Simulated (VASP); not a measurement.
## Run report: MnAs, geometry relaxation (part 1 of 2)

The run: geometry relaxation of MnAs (2 atoms in the cell). Method and program: Kohn-Sham DFT of a periodic cell, r2SCAN, VASP PAW PBE potentials, recommended, spin-polarised (VASP 6.6.1).

The structure was made by swapping elements on the sites of another compound; it need not be a known phase.

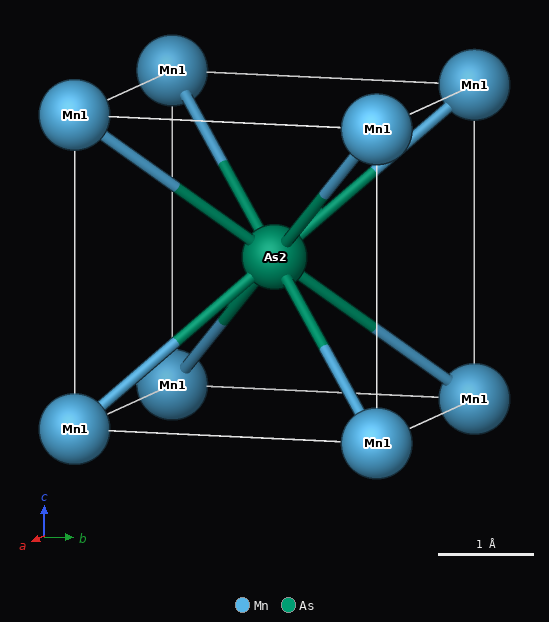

*The structure as given in the input (ball-and-stick view of the cell of the calculation, seen slightly off an axis; atoms are numbered from 1 in the order of the input).*

Near neighbours in the crystal (not all of them lie inside the picture): Mn has 8 As at 2.91 Å; As has 8 Mn at 2.91 Å.

### Results in brief

| quantity | value |
| --- | --- |
| outcome | converged |
| space group (tolerance 0.01 Å) | Pm-3m (221) |
| electrons treated | 18 |
| free energy | −29.6175 eV |
| Fermi energy | 7.661 eV |
| gap on the k-point mesh | none (metallic) |
| net moment of the cell | 3.71 μB |
| pressure | 0.02 GPa |
| final volume | 33.21 Å³ |
| largest force (length of the vector) at the end | under 0.001 eV/Å |
| final cell | a = 3.214 Å, b = 3.214 Å, c = 3.214 Å, α = 90.00°, β = 90.00°, γ = 90.00° |
| hardware | 1 thread of Intel Xeon (Sapphire Rapids), 64 GiB of memory available, shared host |
| wall time | 4.4 min |
| peak memory | 0.21 GiB |

### Remarks

The volume changed by more than 5 % on the plane waves of the start, so the result carries a basis error; a second relaxation from the end is advised.

### INCAR
```
PREC     = Accurate       # precision mode
ENCUT    = 600            # plane-wave cutoff, eV
EDIFF    = 1E-6           # SCF threshold, eV
ISMEAR   = 0              # smearing method
SIGMA    = 0.05           # smearing width, eV
LREAL    = F              # projectors in reciprocal space
LASPH    = T              # aspherical terms in the spheres
NELM     = 120            # most SCF steps
ALGO     = Normal         # electronic algorithm
ISIF     = 3              # what is computed and relaxed
LWAVE    = F              # write WAVECAR
LCHARG   = F              # write CHGCAR
ISPIN    = 2              # spin polarisation
MAGMOM   = 4 0            # initial moments
LORBIT   = 11             # projections on sites
LMAXMIX  = 4              # l up to which the mixer works
METAGGA  = R2SCAN         # meta-GGA
LMIXTAU  = T            
IBRION   = 2              # ionic algorithm
NSW      = 60             # ionic steps
EDIFFG   = -0.02          # ionic threshold
```

### KPOINTS
```
Automatic mesh
0
Gamma
  8 8 8
```

### POSCAR
```
MnAs
1.0
    3.3616209100      0.0000000000      0.0000000000
    0.0000000000      3.3616209100      0.0000000000
    0.0000000000      0.0000000000      3.3616209100
Mn As
1 1
Direct
    0.0000000000      0.0000000000      0.0000000000
    0.5000000000      0.5000000000      0.5000000000
```

Launch command:
```bash
cat potpaw_PBE.64/Mn_pv/POTCAR potpaw_PBE.64/As/POTCAR > POTCAR
mpirun -np 1 vasp_std > vasp.out
```

### OSZICAR
```
N       E                     dE             d eps       ncg     rms          rms(c)
DAV:   1     0.116482854583E+03    0.11648E+03   -0.11369E+04  2108   0.142E+03
DAV:   2    -0.285945489354E+02   -0.14508E+03   -0.13977E+03  2268   0.340E+02
DAV:   3    -0.337078585220E+02   -0.51133E+01   -0.50459E+01  2513   0.700E+01
DAV:   4    -0.337680419602E+02   -0.60183E-01   -0.60149E-01  2296   0.762E+00
DAV:   5    -0.337690333867E+02   -0.99143E-03   -0.99142E-03  2576   0.103E+00    0.105E+01
DAV:   6    -0.306891339145E+02    0.30799E+01   -0.19558E+01  2149   0.619E+01    0.182E+01
DAV:   7    -0.293253470182E+02    0.13638E+01   -0.48954E+00  2128   0.343E+01    0.545E+00
DAV:   8    -0.294749639083E+02   -0.14962E+00   -0.30766E-01  2219   0.523E+00    0.321E+00
DAV:   9    -0.294260052494E+02    0.48959E-01   -0.18743E-01  2195   0.472E+00    0.264E+00
DAV:  10    -0.294812970093E+02   -0.55292E-01   -0.48666E-02  2198   0.262E+00    0.833E-01
DAV:  11    -0.294861917954E+02   -0.48948E-02   -0.42590E-03  2233   0.674E-01    0.340E-01
DAV:  12    -0.294874273637E+02   -0.12356E-02   -0.10908E-03  2220   0.312E-01    0.947E-02
DAV:  13    -0.294874107809E+02    0.16583E-04   -0.28766E-04  2328   0.162E-01    0.546E-02
DAV:  14    -0.294875579404E+02   -0.14716E-03   -0.11077E-04  2254   0.109E-01    0.149E-02
DAV:  15    -0.294875447833E+02    0.13157E-04   -0.14165E-05  2198   0.331E-02    0.799E-03
DAV:  16    -0.294875433790E+02    0.14043E-05   -0.14026E-06  2090   0.990E-03    0.225E-03
DAV:  17    -0.294875440009E+02   -0.62200E-06   -0.28729E-07  1141   0.451E-03
   1 F= -.29487544E+02 E0= -.29486869E+02  d E =-.294875E+02  mag=     3.9298
       N       E                     dE             d eps       ncg     rms          rms(c)
DAV:   1    -0.347670459637E+02   -0.52795E+01   -0.62605E+01  2121   0.114E+02    0.223E+01
DAV:   2    -0.321981765880E+02    0.25689E+01   -0.29739E+01  2121   0.788E+01    0.187E+01
DAV:   3    -0.295073233022E+02    0.26909E+01   -0.10666E+01  2177   0.484E+01    0.868E+00
DAV:   4    -0.296167182289E+02   -0.10939E+00   -0.11761E+00  2163   0.108E+01    0.321E+00
DAV:   5    -0.296132452068E+02    0.34730E-02   -0.21522E-01  2100   0.556E+00    0.161E+00
DAV:   6    -0.296189604812E+02   -0.57153E-02   -0.20907E-02  2226   0.132E+00    0.887E-01
DAV:   7    -0.296165530479E+02    0.24074E-02   -0.54713E-03  2247   0.667E-01    0.254E-01
DAV:   8    -0.296167905685E+02   -0.23752E-03   -0.19785E-03  2205   0.553E-01    0.159E-01
DAV:   9    -0.296168322099E+02   -0.41641E-04   -0.13611E-04  2345   0.115E-01    0.908E-02
DAV:  10    -0.296170311196E+02   -0.19891E-03   -0.11866E-04  2191   0.132E-01    0.246E-02
DAV:  11    -0.296169932383E+02    0.37881E-04   -0.16374E-05  2233   0.333E-02    0.158E-02
DAV:  12    -0.296169790709E+02    0.14167E-04   -0.49253E-06  2229   0.239E-02    0.440E-03
DAV:  13    -0.296169687021E+02    0.10369E-04   -0.14355E-06  1799   0.137E-02    0.298E-03
DAV:  14    -0.296169712094E+02   -0.25073E-05   -0.12965E-07  1120   0.412E-03    0.131E-03
DAV:  15    -0.296169733892E+02   -0.21798E-05   -0.39129E-08  1085   0.211E-03    0.386E-04
DAV:  16    -0.296169728454E+02    0.54375E-06   -0.13131E-08  1078   0.109E-03
   2 F= -.29616973E+02 E0= -.29616500E+02  d E =-.129429E+00  mag=     3.7149
       N       E                     dE             d eps       ncg     rms          rms(c)
DAV:   1    -0.296319789886E+02   -0.15006E-01   -0.18066E-01  2114   0.655E+00    0.119E+00
DAV:   2    -0.296221234497E+02    0.98555E-02   -0.75526E-02  2128   0.470E+00    0.131E+00
DAV:   3    -0.296179882491E+02    0.41352E-02   -0.97774E-03  2170   0.171E+00    0.222E-01
DAV:   4    -0.296176699955E+02    0.31825E-03   -0.59737E-04  2214   0.215E-01    0.115E-01
DAV:   5    -0.296175619147E+02    0.10808E-03   -0.35361E-04  2177   0.181E-01    0.383E-02
DAV:   6    -0.296175252363E+02    0.36678E-04   -0.21646E-05  2219   0.489E-02    0.170E-02
DAV:   7    -0.296174905089E+02    0.34727E-04   -0.72970E-06  2226   0.302E-02    0.508E-03
DAV:   8    -0.296174928061E+02   -0.22971E-05   -0.52297E-07  1439   0.655E-03    0.202E-03
DAV:   9    -0.296174918655E+02    0.94061E-06   -0.20903E-07  1050   0.402E-03
   3 F= -.29617492E+02 E0= -.29617030E+02  d E =-.129948E+00  mag=     3.7149
```

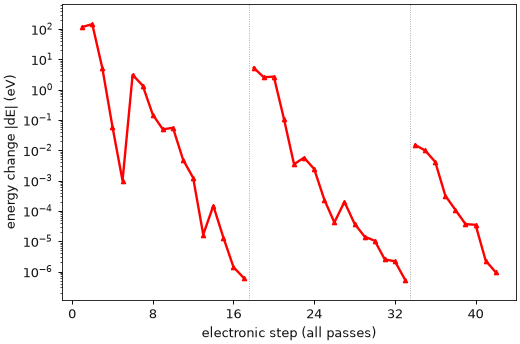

*Convergence of the self-consistent field: energy change |dE| against the electronic step. Each stretch between dotted lines is the SCF of one geometry step of a relaxation.*

The 3 ionic steps take 9 to 17 electronic steps each. The density is held fixed in the first few steps, and dE rises again when its update begins.

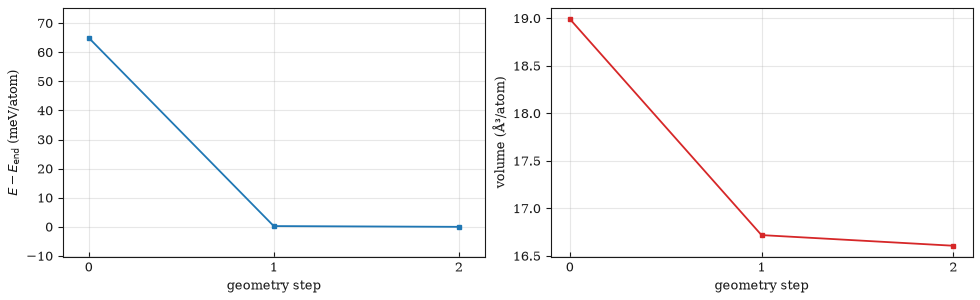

*Progress of the relaxation, step by step (steps are counted from 0).*

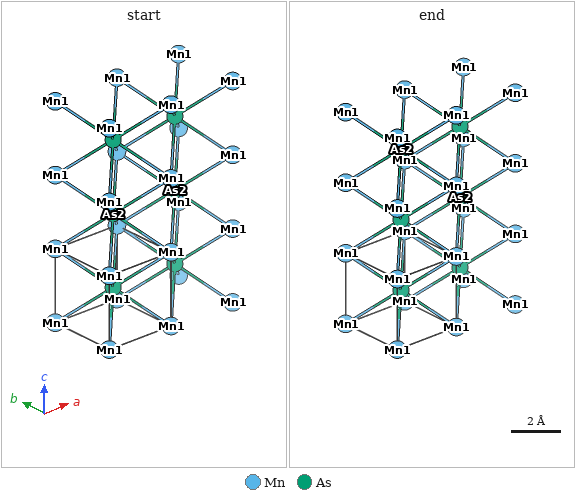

*Before (left) and after (right) the relaxation, at one scale (ball-and-stick view of the cell of the calculation, repeated 2 × 1 × 3, seen at an oblique angle).*

The energy falls by 65.0 meV per atom in 2 geometry steps. All forces vanish by symmetry, so only the cell relaxes. The atoms keep their places relative to the cell (all moves are under 0.005 Å). Cell: a = b = c 3.362 → 3.214 Å (−4.4 %). Volume −12.6 %. Among the contacts that change: Mn1–As2 2.911 → 2.784 Å. The space group stays Pm-3m (No. 221). (Atoms are counted from 1 in the order of the input.)

### Parts of OUTCAR
```
PREC = Accurate
   ENCUT = 600
   EDIFF = 1E-6
   ISMEAR = 0
   LREAL = F
   LASPH = T
   NELM = 120
   ISIF = 3
   ISPIN = 2
   LORBIT = 11
   METAGGA = R2SCAN
   IBRION = 2
   NSW = 60
   EDIFFG = -0.02

 ion  position               nearest neighbor table
   1  0.000  0.000  0.000-   2 2.91   2 2.91   2 2.91   2 2.91   2 2.91   2 2.91   2 2.91   2 2.91

   2  0.500  0.500  0.500-   1 2.91   1 2.91   1 2.91   1 2.91   1 2.91   1 2.91   1 2.91   1 2.91

  LATTYP: Found a simple cubic cell.
 ALAT       =     3.3616209100

  Lattice vectors:

 A1 = (   3.3616209100,   0.0000000000,   0.0000000000)
 A2 = (   0.0000000000,   3.3616209100,   0.0000000000)
 A3 = (   0.0000000000,   0.0000000000,   3.3616209100)

Analysis of symmetry for initial positions (statically):
=====================================================================
 Subroutine PRICEL returns:
 Original cell was already a primitive cell.

 Routine SETGRP: Setting up the symmetry group for a
 simple cubic supercell.

 Subroutine GETGRP returns: Found 48 space group operations
 (whereof 48 operations were pure point group operations)
 out of a pool of 48 trial point group operations.

The static configuration has the point symmetry O_h .

Analysis of symmetry for dynamics (positions and initial velocities):
=====================================================================
 Subroutine PRICEL returns:
 Original cell was already a primitive cell.

 Routine SETGRP: Setting up the symmetry group for a
 simple cubic supercell.

 Subroutine GETGRP returns: Found 48 space group operations
 (whereof 48 operations were pure point group operations)
 out of a pool of 48 trial point group operations.

The dynamic configuration has the point symmetry O_h .

Analysis of structural, dynamic, and magnetic symmetry:
=====================================================================
 Subroutine PRICEL returns:
 Original cell was already a primitive cell.

 Routine SETGRP: Setting up the symmetry group for a
 simple cubic supercell.

 Subroutine GETGRP returns: Found 48 space group operations
 (whereof 48 operations were pure point group operations)
 out of a pool of 48 trial point group operations.

The overall configuration has the point symmetry O_h .

 Subroutine INISYM returns: Found 48 space group operations
 (whereof 48 operations are pure point group operations),
 and found     1 'primitive' translations

----------------------------------------------------------------------------------------

                                     Primitive cell

  volume of cell :      37.9880

  direct lattice vectors                    reciprocal lattice vectors
     3.361620910  0.000000000  0.000000000     0.297475541  0.000000000  0.000000000
     0.000000000  3.361620910  0.000000000     0.000000000  0.297475541  0.000000000
     0.000000000  0.000000000  3.361620910     0.000000000  0.000000000  0.297475541

  length of vectors
     3.361620910  3.361620910  3.361620910     0.297475541  0.297475541  0.297475541

  position of ions in fractional coordinates (direct lattice)
     0.000000000  0.000000000  0.000000000
     0.500000000  0.500000000  0.500000000

  ion indices of the primitive-cell ions
   primitive index   ion index
                 1           1
                 2           2

----------------------------------------------------------------------------------------

 KPOINTS: Automatic mesh

Automatic generation of k-mesh.
 Grid dimensions read from file:
 generate k-points for:    8    8    8

 Generating k-lattice:

  Cartesian coordinates                     Fractional coordinates (reciprocal lattice)
     0.037184443  0.000000000  0.000000000     0.125000000  0.000000000  0.000000000
     0.000000000  0.037184443  0.000000000     0.000000000  0.125000000  0.000000000
     0.000000000  0.000000000  0.037184443     0.000000000  0.000000000  0.125000000

  Length of vectors
     0.037184443  0.037184443  0.037184443

  Shift w.r.t. Gamma in fractional coordinates (k-lattice)
     0.000000000  0.000000000  0.000000000

 Subroutine IBZKPT returns following result:
 ===========================================

 Found     35 irreducible k-points:

 Following reciprocal coordinates:
            Coordinates               Weight
  0.000000  0.000000  0.000000      1.000000
  0.125000  0.000000  0.000000      6.000000
  0.250000  0.000000  0.000000      6.000000
  0.375000  0.000000  0.000000      6.000000
  0.500000  0.000000  0.000000      3.000000
  0.125000  0.125000  0.000000     12.000000
  0.250000  0.125000  0.000000     24.000000
  0.375000  0.125000  0.000000     24.000000
  0.500000  0.125000  0.000000     12.000000
  0.250000  0.250000  0.000000     12.000000
  0.375000  0.250000  0.000000     24.000000
  0.500000  0.250000  0.000000     12.000000
  0.375000  0.375000  0.000000     12.000000
  0.500000  0.375000  0.000000     12.000000
  0.500000  0.500000  0.000000      3.000000
  0.125000  0.125000  0.125000      8.000000
  0.250000  0.125000  0.125000     24.000000
  0.375000  0.125000  0.125000     24.000000
  0.500000  0.125000  0.125000     12.000000
  0.250000  0.250000  0.125000     24.000000
  0.375000  0.250000  0.125000     48.000000
  0.500000  0.250000  0.125000     24.000000
  0.375000  0.375000  0.125000     24.000000
  0.500000  0.375000  0.125000     24.000000
 [... further k-points ...]
   k-points           NKPTS =     35   k-points in BZ     NKDIM =     35   number of bands    NBANDS=     15
   number of dos      NEDOS =    301   number of ions     NIONS =      2
   total plane-waves  NPLWV =  21952
   dimension x,y,z NGX =    28 NGY =   28 NGZ =   28
   dimension x,y,z NGXF=    56 NGYF=   56 NGZF=   56
   ions per type =               1   1
   NGX,Y,Z   is equivalent  to a cutoff of  13.85, 13.85, 13.85 a.u.
   NGXF,Y,Z  is equivalent  to a cutoff of  27.69, 27.69, 27.69 a.u.
 SYSTEM =  unknown system
   PREC   = accura    normal or accurate (medium, high low for compatibility)
   ISTART =      0    job   : 0-new  1-cont  2-samecut
   ICHARG =      2    charge: 1-file 2-atom 10-const
   ISPIN  =      2    spin polarized calculation?
   LNONCOLLINEAR =      F non collinear calculations
   LSORBIT =      F    spin-orbit coupling
   LASPH  =      T    aspherical Exc in radial PAW
   ENCUT  =  600.0 eV  44.10 Ry    6.64 a.u.   6.71  6.71  6.71*2*pi/ulx,y,z
   NELM   =    120;   NELMIN=  2; NELMDL= -5     # of ELM steps
   EDIFF  = 0.1E-05   stopping-criterion for ELM
   LREAL  =      F    real-space projection
   EDIFFG = -.2E-01   stopping-criterion for IOM
   NSW    =     60    number of steps for IOM
   IBRION =      2    ionic relax: 0-MD 1-quasi-New 2-CG
   NFREE  =      1    steps in history (QN), initial steepest desc. (CG)
   ISIF   =      3    stress and relaxation
   ISYM   =      2    0-nonsym 1-usesym 2-fastsym
   POTIM  = 0.5000    time-step for ionic-motion
   TEBEG  =    0.0;   TEEND  =   0.0 temperature during run
   PSTRESS=    0.0 pullay stress
   NELECT =      18.0000    total number of electrons
   NUPDOWN=      -1.0000    fix difference up-down
   EMIN   =  10.00;   EMAX   =-10.00  energy-range for DOS
   EFERMI =   0.00;   METHOD = LEGACY
   ISMEAR =     0;   SIGMA  =   0.05  broadening in eV -4-tet -1-fermi 0-gaus
   EFERMI_NEDOS =   21; number of points for ismear=-14 and -15
   IALGO  =     38    algorithm
   IMIX   =      4    mixing-type and parameters
     AMIX     =   0.40;   BMIX     =  1.00
     AMIX_MAG =   1.60;   BMIX_MAG =  1.00
  volume/ion in A,a.u.               =      18.99       128.18
  Fermi-wavevector in a.u.,A,eV,Ry     =   1.276293  2.411843 22.162841  1.628923
  Thomas-Fermi vector in A             =   2.408957
   LORBIT       =     11    0 simple, 1 ext, 2 COOP (PROOUT), +10 PAW based schemes
   METAGGA = R2SCAN    functional components
   LHFCALC =     F    Hartree Fock is set to
   AEXX    =    0.0000 exact exchange contribution
   IVDW    =     0    specifies the selected vdW correction
   LEPSILON=     F    determine dielectric tensor
   LRPA    =     F    only Hartree local field effects (RPA)
 conjugate gradient relaxation of ions
 spin polarized calculation
 Gauss-broadening in eV      SIGMA  =   0.05
  energy-cutoff  :      600.00
```
